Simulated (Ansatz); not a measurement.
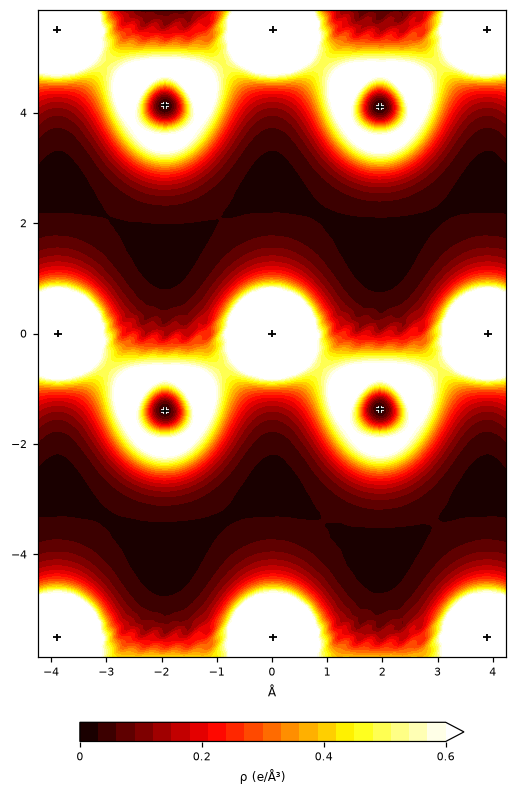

The valence charge density (pseudo) on a plane through atoms (crosses mark nuclei in the plane).

The calculation used DFT PBE, scalar-relativistic, plane waves, PAW in Ansatz 0.2.0.

Candidates:
A. Ga7P8 (cell with a defect), a = 7.79 Å, b = 7.79 Å, c = 7.79 Å, α = 60.00°, β = 60.00°, γ = 60.00°. Spin-polarised.
B. InSb, a = 6.48 Å, b = 6.48 Å, c = 6.48 Å, α = 90.00°, β = 90.00°, γ = 90.00°. Space group F-43m; computed pressure about 3 GPa in this cell.

Question: Which system is this?

Answer: Candidate A: Ga7P8 on the (011̄) plane of the calculation cell, which holds Ga and P. Ga–P (2.39 Å): ρ is about 0.52 e/Å³ halfway.
